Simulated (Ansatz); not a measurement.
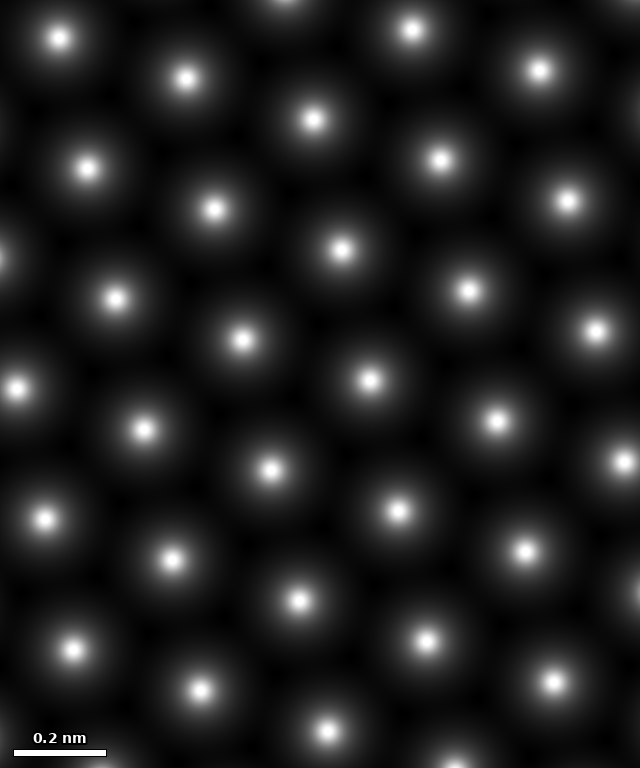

Map of the projected electrostatic potential of a crystal. Computed as the sum of neutral-atom potentials (tabulated electron scattering factors, B = 0.3 Å²) projected along the beam and smoothed by 0.25 Å; brighter is more positive. The display is stretched by a gamma of 0.6; percentages refer to the linear signal.

> What two-dimensional lattice does the image show, and how large is its cell?

The pattern repeats on a hexagonal net with a repeat of 2.9 Å.

> Which plane group does this projection have?

p6mm: sixfold points with mirror lines through them.

> How many columns does the smallest repeating cell hold, and how many levels of brightness?

1 column in the primitive cell of 7.4 Å², all of one brightness.

The crystal is Hf (Im-3m, No. 229) seen along [111]. Structure used: coordinates from a relaxation with DFT, BLYP, plane waves (420 eV) with PAW, scalar-relativistic in Ansatz; the starting structure was generated, so it need not be a known form of this composition.
